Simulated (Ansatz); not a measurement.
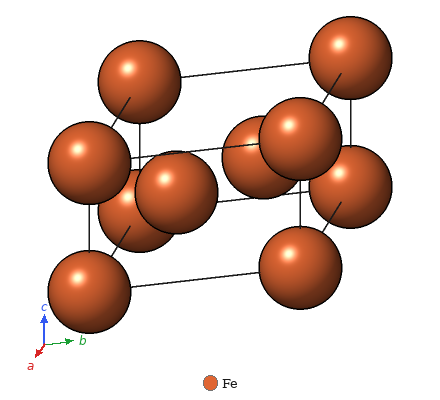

Fe (P6/mmm, No. 191): the input geometry of a calculation; the starting structure was generated, so it need not be a known form of this composition.

```yaml
crystal:
  lattice:
    - [3.90613, 0.00000, 0.00000]
    - [-1.95307, 3.38281, 0.00000]
    - [0.00000, 0.00000, 2.46406]
  atoms:
    - { symbol: Fe, position: [0.00000, 0.00000, 0.00000] }
    - { symbol: Fe, position: [0.33333, 0.66667, 0.50000] }
    - { symbol: Fe, position: [0.66667, 0.33333, 0.50000] }
```

Q: What will a Z-contrast image along [001] show? The image is simulated as a sum over atoms of Z^1.7, blurred by a 1.23 Å probe (no channelling). The probe carries 25 % of its weight in a tail 2.5 times as wide. The display is stretched by a gamma of 0.65; percentages refer to the linear signal. Shot noise and the speckle of an amorphous layer were added.

A: The columns repeat on a hexagonal net with a repeat of 2.26 Å (plane group p6mm). All columns are alike (Fe). The shortest distance between visible columns is 2.26 Å in projection. Along the beam the structure repeats every 2.46 Å.

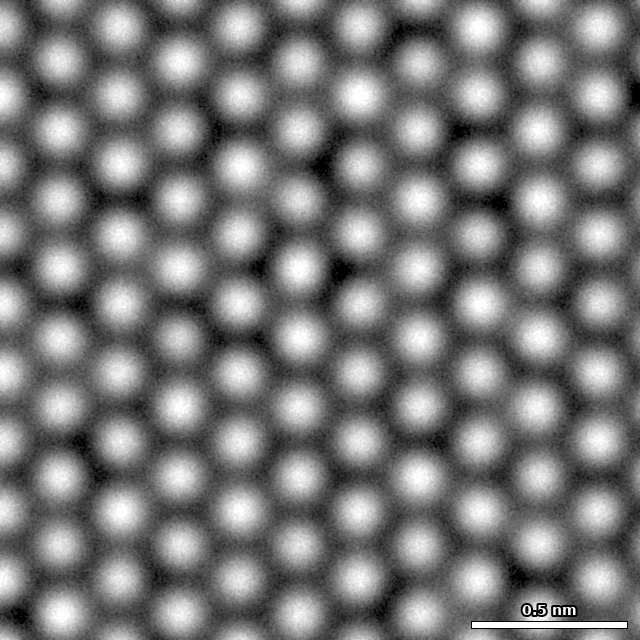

The simulated image.
